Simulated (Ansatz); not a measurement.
**Run report: WC, molecular dynamics (part 1 of 3)**

- system: WC (P1, 16 atoms in the cell)
- method: DFT PBE, scalar-relativistic, plane waves, PAW, PAW set soft_1, no spin polarisation (Ansatz 0.2.0)

The structure derives from an entry of the Crystallography Open Database. It belongs to a series of runs on one base structure; here: dynamics from the last frame of the run before. Figures and captions count atoms from 1; the log counts them from 0 in places.

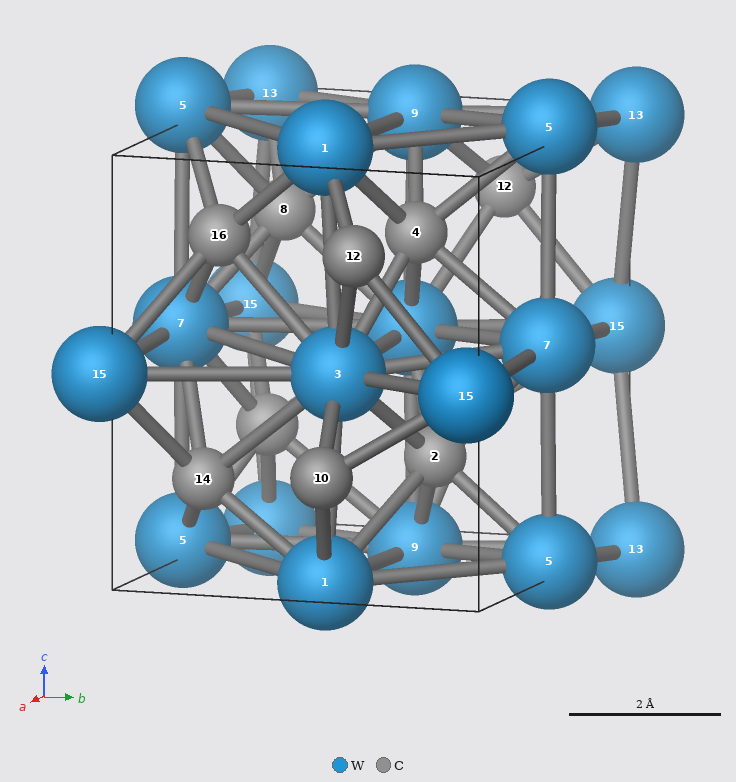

*The structure as given in the input (ball-and-stick view of the cell of the calculation, seen slightly off an axis; atoms are numbered from 1 in the order of the input). An atom can appear more than once, as a periodic image.*

**Summary**

```json
{"quantity": "outcome", "value": "finished"}
{"quantity": "mean temperature over the second half", "value": "3617 K"}
{"quantity": "trajectory", "value": "200 steps, 150 fs"}
{"quantity": "ensemble", "value": "nve"}
{"quantity": "temperature in the input", "value": "2520.0 K"}
{"quantity": "time step", "value": "0.75 fs"}
{"quantity": "space group of the start (tolerance 0.01 Å)", "value": "P1 (1)"}
{"quantity": "electrons treated", "value": "144"}
{"quantity": "potential energy (free energy of the electrons) (last step)", "value": "−85090.1273 eV"}
{"quantity": "Fermi energy (last step)", "value": "18.650 eV"}
{"quantity": "largest force (length of the vector) (last step)", "value": "6.988 eV/Å"}
{"quantity": "hardware", "value": "2 threads of Arm Neoverse V1, 24 GiB of memory available, shared host"}
{"quantity": "wall time", "value": "29 min (CPU time 57 min)"}
{"quantity": "peak memory", "value": "0.69 GiB"}
```

Spin–orbit coupling is left out, which matters for W. So short a trajectory is not equilibrated.

**The input**
```yaml
crystal:
  lattice:
    - [-2.993637, -5.185131, 0.0]
    - [4.490455, -2.592565, 0.0]
    - [0.0, 0.0, 5.875883]
  atoms:
    - { symbol: W, position: [0.77690649, 0.48922119, 0.00589018] }
    - { symbol: C, position: [0.44590214, 0.65270879, 0.25160468] }
    - { symbol: W, position: [0.75746152, 0.51606891, 0.48405915] }
    - { symbol: C, position: [0.49956445, 0.62330577, 0.77287668] }
    - { symbol: W, position: [0.46968915, -0.02571377, 0.02884948] }
    - { symbol: C, position: [0.28016253, 0.12624985, 0.27135846] }
    - { symbol: W, position: [0.50067442, -0.01878735, 0.53184058] }
    - { symbol: C, position: [0.27848611, 0.171807, 0.76804884] }
    - { symbol: W, position: [0.2498981, 0.51651212, 0.0032979] }
    - { symbol: C, position: [0.03595454, 0.58569497, 0.29235563] }
    - { symbol: W, position: [0.25863095, 0.50633406, 0.5097893] }
    - { symbol: C, position: [-0.02201202, 0.64944566, 0.79645021] }
    - { symbol: W, position: [0.05941569, 0.04262711, -0.00607405] }
    - { symbol: C, position: [0.72047925, 0.13342326, 0.21818918] }
    - { symbol: W, position: [-0.02601886, -0.04544976, 0.49072738] }
    - { symbol: C, position: [0.69450769, 0.16636569, 0.77497281] }
basis:
  ecutwfc: 420.0
kpoints:
  mp_grid: { grid: [3, 3, 3] }
hamiltonian:
  xc: pbe
  pseudopotentials: { kind: paw, azcp: { folder: soft_1 } }
scf:
  occupations: { method: fermi_dirac, width: 0.36 }
  lower_state_search: "off"
md:
  timestep: 0.75
  n_steps: 200
  ensemble: nve
  temperature: 2520.0
  initial_velocities: maxwell_boltzmann
  seed: 2911
```

Launch command:
```bash
ansatz run input.yaml --threads 2 --pin off --max-ram 5120MiB --backend cpu --events-out ev --progress --plain --runs-dir out
```

**The program's output**
```
Warning: md: disabling space-group detection — thermal motion breaks the input geometry's symmetry, so no spatial operation reduces the k-mesh or symmetrises the density; time reversal is kept, so that k and −k are solved as one point where they differ and the mesh holds both, and exact exchange and, on two spinor components, a DFT+U term hold to it where the run has them: on two components no moment then forms, and a state that bears one, which a typed moment (crystal.atoms[].spin; refused beside efield: under a hybrid functional) reaches, can lie lower, under hf by electronvolts; crystal.symmetry.detect: false (a key that needs symmetry detection or time reversal refuses this as the deck is read) with time_reversal: false beside it drops time reversal too
band count auto-derived: 96 (N_el = 144.0; filled up to band 72; 88 by the electrons, moments and atoms)
Engine: ansatz 0.2.0, aarch64-unknown-linux-gnu
Pseudopotentials: kind: paw
Pseudopotential: W, paw, valence charge 14, recommended cutoff 420 eV (normal), [file]
Pseudopotential: C, paw, valence charge 4, recommended cutoff 420 eV (normal), [file]
Functional definition: PBE
  parameter kappa = 0.804
  parameter beta = 0.06672455060314922
  exchange = pbe_x(kappa = kappa, mu = beta*pi^2/3)
  correlation = pbe_c(beta = beta)
Crystal: 16 atoms, lattice volume = 182.416 Å³
Basis set: ecut = 420 eV, 3543 PW (Γ), exchange–correlation on 90×72×80 points (8 copies of the dense FFT grid, shifted against one another)
Bands: 96, of which v1, the nominal top of the filled ones, is band 72 counted from 1 (71 counted from 0)
Symmetry: 1 space group operations
k-points: 14 of 27 (time reversal used)
Non-local potential: W, projectors of the file, l = 0: 3, l = 1: 2, l = 2: 2, l = 3: 1
Non-local potential: C, projectors of the file, l = 0: 2, l = 1: 2, l = 2: 1
PAW form: soft (Blöchl's): semilocal exchange-correlation on the pseudo side does not see the compensation charge
PAW one-centre angular grid: W, 590 points (default); XC on 64 Gauss nodes
PAW one-centre angular grid: C, 110 points (default); XC on 64 Gauss nodes
Initial density: superposition of atomic densities (chi_scale 0.1, normalization cell, long waves kept (reshape's long-wave potential 0.01 eV rms))
Initial wavefunctions: pseudopotential atomic-orbital guess
Functional: x = pbe(κ = 0.804, μ = 0.2195149727645171), c = pbe(β = 0.06672455060314922)
SCF iter   1: F=—  HF=-85097.740039 eV  |F-HF|=—  |Δ(HF+E_count)|=         —  Δρ=1.33e-1  dr2=4.85e1  ethr=3.10e-3  ⟨swp⟩=5.0  Hψ=4843  notcnv=0
preconditioner: auto → Kerker (q_TF=auto, 2.623 Å⁻¹)  [metal: Δε(μ)=0.078 eV  Ē_g=9.065 eV  σ=0.360 eV  W_gap=0.05  n_scr=48 (ndim 8)  ℏωp=24.6 eV  f_vac=0.000  D(μ)=5.23/eV (n_scr^D=30)]
SCF iter   2: F=—  HF=-85089.795333 eV  |F-HF|=—  |Δ(HF+E_count)|=    7.94e0  Δρ=6.75e-2  dr2=1.28e1  ethr=3.10e-3  ⟨swp⟩=2.0  Hψ=2445  notcnv=0
SCF iter   3: F=—  HF=-85087.046846 eV  |F-HF|=—  |Δ(HF+E_count)|=    2.75e0  Δρ=8.94e-3  dr2=1.29e-1  ethr=3.10e-3  ⟨swp⟩=2.1  Hψ=2242  notcnv=0
SCF iter   4: F=—  HF=-85087.034404 eV  |F-HF|=—  |Δ(HF+E_count)|=   1.24e-2  Δρ=1.87e-3  dr2=1.11e-2  ethr=8.95e-5  ⟨swp⟩=2.6  Hψ=2336  notcnv=0
SCF iter   5: F=—  HF=-85087.032759 eV  |F-HF|=—  |Δ(HF+E_count)|=   1.65e-3  Δρ=3.97e-4  dr2=4.39e-4  ethr=7.69e-6  ⟨swp⟩=2.0  Hψ=1797  notcnv=0
SCF iter   6: F=—  HF=-85087.032715 eV  |F-HF|=—  |Δ(HF+E_count)|=   4.41e-5  Δρ=1.08e-4  dr2=3.39e-5  ethr=3.05e-7  ⟨swp⟩=2.6  Hψ=2056  notcnv=0
SCF iter   7: F=—  HF=-85087.032713 eV  |F-HF|=—  |Δ(HF+E_count)|=   2.36e-6  Δρ=1.73e-5  dr2=6.99e-7  ethr=2.36e-8  ⟨swp⟩=2.0  Hψ=1776  notcnv=0
SCF iter   8: F=—  HF=-85087.032716 eV  |F-HF|=—  |Δ(HF+E_count)|=   3.20e-6  Δρ=4.54e-6  dr2=5.41e-8  ethr=4.86e-10  ⟨swp⟩=2.0  Hψ=2021  notcnv=0
SCF iter   9: F=-85087.032716 eV  HF=-85087.032716 eV  |F-HF|=7.86e-10  |Δ(HF+E_count)|=   3.62e-9  Δρ=8.80e-7  dr2=2.02e-9  ethr=1.11e-11  ⟨swp⟩=4.0  Hψ=4025  notcnv=0
SCF 1 converged in 9 iterations: F = -85087.032716 eV  dr2 = 2.02e-9
  greatest PAW one-centre occupation: 0.999 electrons in one spin orbital (limit 2), on the W atom at site 4 (counted from 0), in its partial waves of l = 0
md step     0: t =     0.00 fs  T =  2520.0 K  F+E_penalty+E_count = -85087.03271603 eV  E_kin = 4.886028 eV  conserved = -85082.14668807 eV  (9 SCF iters)
Initial density: handed on by an earlier stage of this run
Initial wavefunctions: those handed on with the density
iter 1 solved again at ethr=1.13e-5 eV; its pass at ethr=3.10e-3 eV (dr2=1.63e-2 eV) is discarded
SCF iter   1: F=—  HF=-85087.136855 eV  |F-HF|=—  |Δ(HF+E_count)|=         —  Δρ=2.32e-3  dr2=1.59e-2  ethr=1.13e-5  ⟨swp⟩=2.1  Hψ=5557  notcnv=0
preconditioner: auto → Kerker (q_TF=auto, 2.623 Å⁻¹)  [metal: Δε(μ)=0.098 eV  Ē_g=8.316 eV  σ=0.360 eV  W_gap=0.07  n_scr=48 (ndim 8)  ℏωp=24.6 eV  f_vac=0.000  D(μ)=5.75/eV (n_scr^D=38)]
SCF iter   2: F=—  HF=-85087.134277 eV  |F-HF|=—  |Δ(HF+E_count)|=   2.58e-3  Δρ=1.36e-3  dr2=6.01e-3  ethr=1.11e-5  ⟨swp⟩=1.0  Hψ=1344  notcnv=0
SCF iter   3: F=—  HF=-85087.132700 eV  |F-HF|=—  |Δ(HF+E_count)|=   1.58e-3  Δρ=1.68e-4  dr2=7.35e-5  ethr=4.17e-6  ⟨swp⟩=2.0  Hψ=1862  notcnv=0
SCF iter   4: F=—  HF=-85087.132694 eV  |F-HF|=—  |Δ(HF+E_count)|=   5.95e-6  Δρ=3.45e-5  dr2=2.03e-6  ethr=5.10e-8  ⟨swp⟩=2.0  Hψ=1867  notcnv=0
SCF iter   5: F=—  HF=-85087.132694 eV  |F-HF|=—  |Δ(HF+E_count)|=   3.31e-7  Δρ=7.56e-6  dr2=1.19e-7  ethr=1.41e-9  ⟨swp⟩=2.4  Hψ=2234  notcnv=0
SCF iter   6: F=-85087.132694 eV  HF=-85087.132694 eV  |F-HF|=2.02e-9  |Δ(HF+E_count)|=   1.00e-9  Δρ=1.50e-6  dr2=5.85e-9  ethr=1.11e-11  ⟨swp⟩=4.0  Hψ=4076  notcnv=0
SCF 2 converged in 6 iterations: F = -85087.132694 eV  dr2 = 5.85e-9
md step     1: t =     0.75 fs  T =  2571.4 K  F+E_penalty+E_count = -85087.13269411 eV  E_kin = 4.985739 eV  conserved = -85082.14695525 eV  (6 SCF iters)
[... from here on the SCF iterations and repeated set-up lines of each step are left out, up to the last step ...]
SCF 3 converged in 6 iterations: F = -85087.271817 eV  dr2 = 6.13e-9
md step     2: t =     1.50 fs  T =  2643.0 K  F+E_penalty+E_count = -85087.27181708 eV  E_kin = 5.124493 eV  conserved = -85082.14732361 eV  (6 SCF iters)
md step     3: t =     2.25 fs  T =  2731.7 K  F+E_penalty+E_count = -85087.44434505 eV  E_kin = 5.296579 eV  conserved = -85082.14776576 eV  (6 SCF iters)
md step     4: t =     3.00 fs  T =  2834.2 K  F+E_penalty+E_count = -85087.64340543 eV  E_kin = 5.495160 eV  conserved = -85082.14824509 eV  (6 SCF iters)
md step     5: t =     3.75 fs  T =  2946.4 K  F+E_penalty+E_count = -85087.86154258 eV  E_kin = 5.712821 eV  conserved = -85082.14872203 eV  (4 SCF iters)
md step     6: t =     4.50 fs  T =  3064.7 K  F+E_penalty+E_count = -85088.09130546 eV  E_kin = 5.942143 eV  conserved = -85082.14916199 eV  (3 SCF iters)
md step     7: t =     5.25 fs  T =  3185.4 K  F+E_penalty+E_count = -85088.32578300 eV  E_kin = 6.176245 eV  conserved = -85082.14953761 eV  (3 SCF iters)
md step     8: t =     6.00 fs  T =  3305.6 K  F+E_penalty+E_count = -85088.55900491 eV  E_kin = 6.409171 eV  conserved = -85082.14983394 eV  (4 SCF iters)
md step     9: t =     6.75 fs  T =  3422.6 K  F+E_penalty+E_count = -85088.78615090 eV  E_kin = 6.636099 eV  conserved = -85082.15005154 eV  (3 SCF iters)
md step    10: t =     7.50 fs  T =  3534.7 K  F+E_penalty+E_count = -85089.00355038 eV  E_kin = 6.853346 eV  conserved = -85082.15020463 eV  (7 SCF iters)
md step    11: t =     8.25 fs  T =  3640.3 K  F+E_penalty+E_count = -85089.20849764 eV  E_kin = 7.058182 eV  conserved = -85082.15031536 eV  (4 SCF iters)
md step    12: t =     9.00 fs  T =  3738.5 K  F+E_penalty+E_count = -85089.39894861 eV  E_kin = 7.248541 eV  conserved = -85082.15040719 eV  (3 SCF iters)
md step    13: t =     9.75 fs  T =  3828.3 K  F+E_penalty+E_count = -85089.57318914 eV  E_kin = 7.422691 eV  conserved = -85082.15049792 eV  (3 SCF iters)
md step    14: t =    10.50 fs  T =  3908.9 K  F+E_penalty+E_count = -85089.72956788 eV  E_kin = 7.578972 eV  conserved = -85082.15059571 eV  (4 SCF iters)
md step    15: t =    11.25 fs  T =  3979.4 K  F+E_penalty+E_count = -85089.86636305 eV  E_kin = 7.715663 eV  conserved = -85082.15069973 eV  (3 SCF iters)
md step    16: t =    12.00 fs  T =  4038.9 K  F+E_penalty+E_count = -85089.98181375 eV  E_kin = 7.831017 eV  conserved = -85082.15079645 eV  (3 SCF iters)
md step    17: t =    12.75 fs  T =  4086.6 K  F+E_penalty+E_count = -85090.07429869 eV  E_kin = 7.923433 eV  conserved = -85082.15086526 eV  (3 SCF iters)
md step    18: t =    13.50 fs  T =  4121.8 K  F+E_penalty+E_count = -85090.14260915 eV  E_kin = 7.991722 eV  conserved = -85082.15088683 eV  (4 SCF iters)
md step    19: t =    14.25 fs  T =  4144.3 K  F+E_penalty+E_count = -85090.18624464 eV  E_kin = 8.035399 eV  conserved = -85082.15084612 eV  (3 SCF iters)
md step    20: t =    15.00 fs  T =  4154.4 K  F+E_penalty+E_count = -85090.20566092 eV  E_kin = 8.054930 eV  conserved = -85082.15073089 eV  (6 SCF iters)
md step    21: t =    15.75 fs  T =  4152.8 K  F+E_penalty+E_count = -85090.20241663 eV  E_kin = 8.051878 eV  conserved = -85082.15053857 eV  (4 SCF iters)
md step    22: t =    16.50 fs  T =  4141.0 K  F+E_penalty+E_count = -85090.17919033 eV  E_kin = 8.028911 eV  conserved = -85082.15027912 eV  (3 SCF iters)
md step    23: t =    17.25 fs  T =  4120.7 K  F+E_penalty+E_count = -85090.13966371 eV  E_kin = 7.989695 eV  conserved = -85082.14996877 eV  (3 SCF iters)
md step    24: t =    18.00 fs  T =  4094.4 K  F+E_penalty+E_count = -85090.08828729 eV  E_kin = 7.938658 eV  conserved = -85082.14962958 eV  (4 SCF iters)
md step    25: t =    18.75 fs  T =  4064.5 K  F+E_penalty+E_count = -85090.02995839 eV  E_kin = 7.880673 eV  conserved = -85082.14928552 eV  (3 SCF iters)
md step    26: t =    19.50 fs  T =  4033.6 K  F+E_penalty+E_count = -85089.96964601 eV  E_kin = 7.820684 eV  conserved = -85082.14896190 eV  (3 SCF iters)
md step    27: t =    20.25 fs  T =  4004.0 K  F+E_penalty+E_count = -85089.91200362 eV  E_kin = 7.763318 eV  conserved = -85082.14868545 eV  (3 SCF iters)
md step    28: t =    21.00 fs  T =  3977.8 K  F+E_penalty+E_count = -85089.86100807 eV  E_kin = 7.712532 eV  conserved = -85082.14847650 eV  (4 SCF iters)
md step    29: t =    21.75 fs  T =  3956.5 K  F+E_penalty+E_count = -85089.81965889 eV  E_kin = 7.671312 eV  conserved = -85082.14834720 eV  (3 SCF iters)
md step    30: t =    22.50 fs  T =  3941.1 K  F+E_penalty+E_count = -85089.78976812 eV  E_kin = 7.641464 eV  conserved = -85082.14830364 eV  (6 SCF iters)
md step    31: t =    23.25 fs  T =  3931.9 K  F+E_penalty+E_count = -85089.77186160 eV  E_kin = 7.623517 eV  conserved = -85082.14834498 eV  (3 SCF iters)
md step    32: t =    24.00 fs  T =  3928.4 K  F+E_penalty+E_count = -85089.76520100 eV  E_kin = 7.616741 eV  conserved = -85082.14846032 eV  (3 SCF iters)
md step    33: t =    24.75 fs  T =  3929.7 K  F+E_penalty+E_count = -85089.76792166 eV  E_kin = 7.619288 eV  conserved = -85082.14863360 eV  (3 SCF iters)
md step    34: t =    25.50 fs  T =  3934.4 K  F+E_penalty+E_count = -85089.77726777 eV  E_kin = 7.628421 eV  conserved = -85082.14884671 eV  (3 SCF iters)
md step    35: t =    26.25 fs  T =  3940.8 K  F+E_penalty+E_count = -85089.78989562 eV  E_kin = 7.640820 eV  conserved = -85082.14907595 eV  (3 SCF iters)
md step    36: t =    27.00 fs  T =  3947.0 K  F+E_penalty+E_count = -85089.80220928 eV  E_kin = 7.652911 eV  conserved = -85082.14929851 eV  (3 SCF iters)
md step    37: t =    27.75 fs  T =  3951.3 K  F+E_penalty+E_count = -85089.81069088 eV  E_kin = 7.661196 eV  conserved = -85082.14949475 eV  (3 SCF iters)
md step    38: t =    28.50 fs  T =  3952.0 K  F+E_penalty+E_count = -85089.81219360 eV  E_kin = 7.662544 eV  conserved = -85082.14964945 eV  (3 SCF iters)
md step    39: t =    29.25 fs  T =  3947.8 K  F+E_penalty+E_count = -85089.80417413 eV  E_kin = 7.654420 eV  conserved = -85082.14975395 eV  (4 SCF iters)
md step    40: t =    30.00 fs  T =  3937.8 K  F+E_penalty+E_count = -85089.78485168 eV  E_kin = 7.635048 eV  conserved = -85082.14980346 eV  (6 SCF iters)
md step    41: t =    30.75 fs  T =  3921.5 K  F+E_penalty+E_count = -85089.75328969 eV  E_kin = 7.603492 eV  conserved = -85082.14979800 eV  (3 SCF iters)
md step    42: t =    31.50 fs  T =  3898.9 K  F+E_penalty+E_count = -85089.70940743 eV  E_kin = 7.559667 eV  conserved = -85082.14974029 eV  (3 SCF iters)
md step    43: t =    32.25 fs  T =  3870.4 K  F+E_penalty+E_count = -85089.65393226 eV  E_kin = 7.504296 eV  conserved = -85082.14963597 eV  (3 SCF iters)
md step    44: t =    33.00 fs  T =  3836.6 K  F+E_penalty+E_count = -85089.58830778 eV  E_kin = 7.438813 eV  conserved = -85082.14949504 eV  (3 SCF iters)
md step    45: t =    33.75 fs  T =  3798.7 K  F+E_penalty+E_count = -85089.51457388 eV  E_kin = 7.365248 eV  conserved = -85082.14932614 eV  (3 SCF iters)
md step    46: t =    34.50 fs  T =  3757.8 K  F+E_penalty+E_count = -85089.43523363 eV  E_kin = 7.286095 eV  conserved = -85082.14913839 eV  (3 SCF iters)
md step    47: t =    35.25 fs  T =  3715.6 K  F+E_penalty+E_count = -85089.35312128 eV  E_kin = 7.204182 eV  conserved = -85082.14893952 eV  (3 SCF iters)
```
